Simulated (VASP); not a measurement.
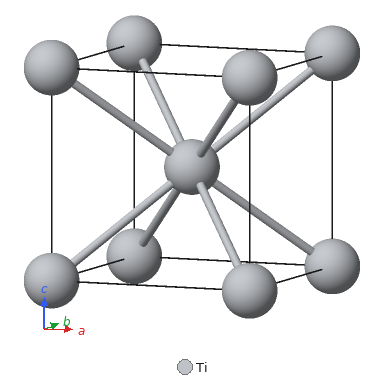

System: Ti, space group Im-3m (No. 229). The picture shows the conventional cell.

Input of the run:
```
SYSTEM = Ti
PREC = Accurate
ENCUT = 520
EDIFF = 1E-7
ISMEAR = -1
SIGMA = 0.05
LREAL = .FALSE.
LASPH = .TRUE.
NELM = 60
ALGO = Normal
ISIF = 2
LWAVE = .FALSE.
LCHARG = .FALSE.
GGA = PS
```

Launched with:
```bash
cat potpaw_PBE.64/Ti_sv/POTCAR > POTCAR
mpirun -np 1 vasp_std > vasp.out
```

How it was computed, with VASP 6.6.1: plane-wave DFT, no spin polarisation; energies at scaled volumes of the given cell, shape and fractions fixed, counted from the fit's minimum, third-order Birch-Murnaghan fit. Level: PBEsol.

k mesh 10×10×10; occupations Fermi–Dirac; smearing width 0.05 eV; potentials VASP PAW PBE potentials, recommended; wave cutoff 520 eV.

Describe the result: the energy and pressure against volume. The volume takes the values 15.83, 16.16, 16.49, 16.82, 17.15 Å³/atom.

A third-order Birch–Murnaghan fit gives V0 = 16.50 Å³/atom, B0 = 112 GPa and B′ = 3.5. The energy is 10.11 meV/atom at volume 15.83 Å³/atom and 8.41 meV/atom at 17.15 Å³/atom; the lowest computed point is at volume 16.49 Å³/atom (0.00 meV/atom), and no other minimum shows among the points. The pressure falls from 4.91 GPa at volume 15.83 Å³/atom to −4.08 GPa at 17.15 Å³/atom, and changes sign near 16.50 Å³/atom.

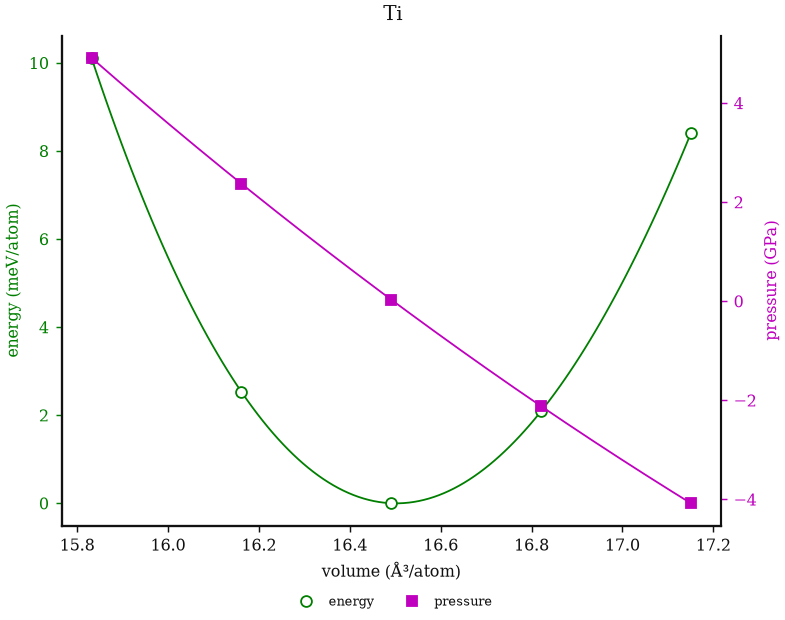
